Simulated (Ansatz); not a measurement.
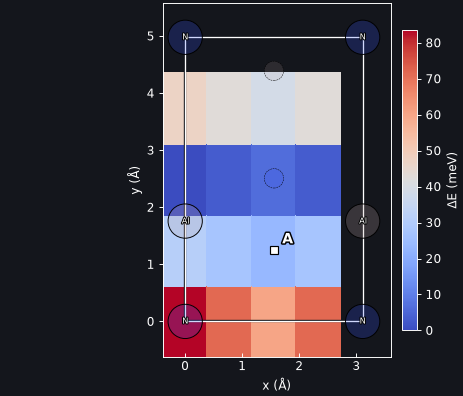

N₂ on an AlN(100) slab cut from the P6_3mc phase, its upper half relaxed before the scan (16 atoms of substrate and one adsorbate in a 2 × 1 cell). N2 is moved over the surface cell at a fixed height above a rigid substrate; the origin of the map has the adsorbate above N15; the height is held at 3.40 Å. Places are given modulo a cell vector. The map is drawn in real space over the plane of the surface. Grid: 4 × 4 points; 12 points were computed and 4 follow by symmetry. Places are given in fractions of the 1 × 1 surface cell. Energies are in meV, from the lowest grid point. At a fixed height the lowest place need not be the adsorption site. Level of theory: DFT PBE+D3(BJ), scalar-relativistic, plane waves, PAW in Ansatz. Settings: cutoff 420 eV, k-mesh 5×6×1, gaussian smearing 0.05 eV, no spin polarisation.

The picture shows one coloured cell a grid point, labelled circles for the atoms of the top layer and small ones for the second layer, the outline of one cell of the plane, the point A.

Is A at rest? If not, where is it pushed?

Answer. A, at (2/4, 1/4) of the cell vectors, is not a stationary point. The computed force is 0.036 eV/Å in the plane, pointing up in the picture (components 0.000 and 0.036 eV/Å).

PAW datasets: the set soft_1.
